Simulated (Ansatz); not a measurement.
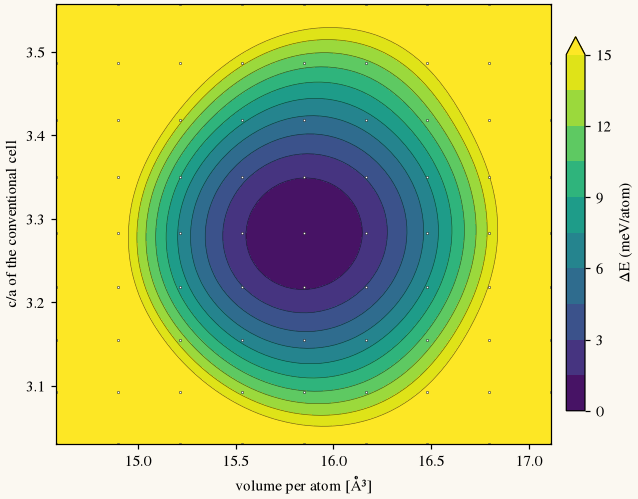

Al (P6_3/mmc, No. 194; 4 atoms in the cell). The energy is mapped over volume and the cell's shape. First axis: volume per atom. Second axis: c/a of the conventional cell. Nothing is relaxed (symmetry fixes all fractional coordinates). Grid: 9 × 9 points. Points are written as (first, second). Energies: meV/atom, counted from the lowest grid point. All numbers below come from Ansatz, DFT PBE+D3(BJ), scalar-relativistic, plane waves, PAW. Settings: cutoff 420 eV, k-mesh 18×18×6 in the order of the run's cell vectors, gaussian smearing 0.15 eV, no spin polarisation.

In the figure: filled contours, dots at the grid points, one colour for all values above the top of the scale. Between grid points the surface is interpolated.

### Estimate the position of the minimum and the force constants in these coordinates.

The interpolated minimum is at volume per atom ≈ 15.848 Å³, c/a of the conventional cell ≈ 3.283. The curvatures there are about 0.14 eV/(Å³)² and 2.7 eV, with a cross term of about −0.02 eV/Å³ (per cell of 4 atoms). Round the minimum the two coordinates are nearly uncoupled.

PAW datasets: the set soft_1.
